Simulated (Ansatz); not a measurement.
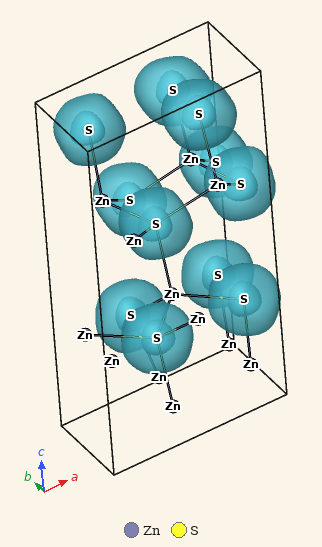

*Zn12S11 (cell charge +2, with a compensating background) (cell with a defect). Isosurface of the electron localisation function at 0.7 (cyan), seen slightly off an axis. Core shells and regions of very low density are left out. Sticks mark near contacts.*

Computed with Ansatz, DFT PBE, scalar-relativistic, plane waves, PAW.

```cif
data_structure
_symmetry_space_group_name_H-M 'P 1'
_symmetry_Int_Tables_number 1
_cell_length_a 7.6924
_cell_length_b 7.6924
_cell_length_c 10.4409
_cell_angle_alpha 68.384
_cell_angle_beta 68.384
_cell_angle_gamma 60.000
_cell_volume 484.23
loop_
_atom_site_label
_atom_site_type_symbol
_atom_site_fract_x
_atom_site_fract_y
_atom_site_fract_z
_atom_site_occupancy
Zn1 Zn 0.49555 0.49555 0.01334 1
Zn2 Zn 0.96350 0.55616 0.01685 1
Zn3 Zn 0.55616 0.96350 0.01685 1
Zn4 Zn 0.96350 0.96350 0.01685 1
Zn5 Zn 0.29815 0.29815 0.60554 1
Zn6 Zn 0.78298 0.27227 0.66178 1
Zn7 Zn 0.27227 0.78298 0.66178 1
Zn8 Zn 0.78298 0.78298 0.66178 1
Zn9 Zn 0.05670 0.05670 0.32991 1
Zn10 Zn 0.55496 0.05347 0.33661 1
Zn11 Zn 0.05347 0.55496 0.33661 1
Zn12 Zn 0.55496 0.55496 0.33661 1
S1 S 0.41419 0.41419 0.25744 1
S2 S 0.91586 0.41628 0.25200 1
S3 S 0.41628 0.91586 0.25200 1
S4 S 0.91586 0.91586 0.25200 1
S5 S 0.97389 0.97389 0.57834 1
S6 S 0.47427 0.96552 0.58595 1
S7 S 0.96552 0.47427 0.58595 1
S8 S 0.47427 0.47427 0.58595 1
S9 S 0.69233 0.20217 0.91317 1
S10 S 0.20217 0.69233 0.91317 1
S11 S 0.69233 0.69233 0.91317 1
```

Identify the bonds, lone pairs and shells in this picture.

At this value the surface marks out eleven regions wrapped around S (the valence shell of each), counted in one cell of 23 atoms. Regions shared between cells count once. Profiles from the grid: Zn–S (2.26 Å): the ELF peaks at about 0.90 in the valence shell of S, 0.8 Å from its nucleus, and is about 0.60 at the midpoint. Zn–S (2.31 Å): the ELF peaks at about 0.90 in the valence shell of S, 0.8 Å from its nucleus, and is about 0.60 at the midpoint.

Metal or insulator at this level of theory?

It is gapped, with a Kohn–Sham gap of 1.6 eV on the k-point mesh (the band edges may lie off the mesh, which would make the gap smaller).
